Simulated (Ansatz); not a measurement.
System: WS2 (slab).

```
CELL_PARAMETERS angstrom
3.14761 0.00000 0.00000
0.00000 6.62460 0.00000
0.00000 0.00000 27.24712
ATOMIC_POSITIONS crystal
S 0.50000 0.98574 0.25179
W 0.50000 0.89461 0.32632
S 0.00000 0.62801 0.33807
S 0.00000 0.09351 0.37099
W 0.00000 0.78187 0.42057
S 0.50000 0.51676 0.43620
S 0.50000 0.97145 0.46827
W 0.50000 0.66787 0.51617
S 0.00000 0.40228 0.53200
S 0.00000 0.85677 0.56452
W 0.00000 0.55388 0.61221
S 0.50000 0.27775 0.62795
S 0.50000 0.74211 0.66225
W 0.50000 0.43255 0.70191
S 0.00000 0.27521 0.75094
```

Theory: Ansatz, DFT PBEsol, scalar-relativistic, plane waves, PAW.

Q: Predict the valence pseudo-density and electron localisation function between the atoms.

A: W–S (2.41 Å): ρ is about 0.63 e/Å³ halfway; the ELF peaks at about 0.85 in the valence shell of S, 0.8 Å from its nucleus, and is about 0.50 at the midpoint.
W–S (2.41 Å): ρ is about 0.63 e/Å³ halfway; the ELF peaks at about 0.85 in the valence shell of S, 0.8 Å from its nucleus, and is about 0.50 at the midpoint.

Q: Does the calculation give a band gap?

A: It is metallic or semimetallic at this level of theory: no gap opens.

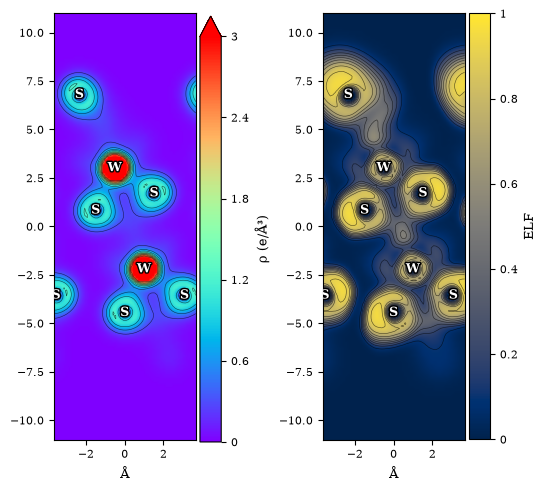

Computed valence pseudo-density and electron localisation function on the (100) plane of the calculation cell, a cut from vacuum to vacuum, in this order. 

The density is the valence pseudo-density of a PAW calculation; it isn't the true density close to the nuclei.
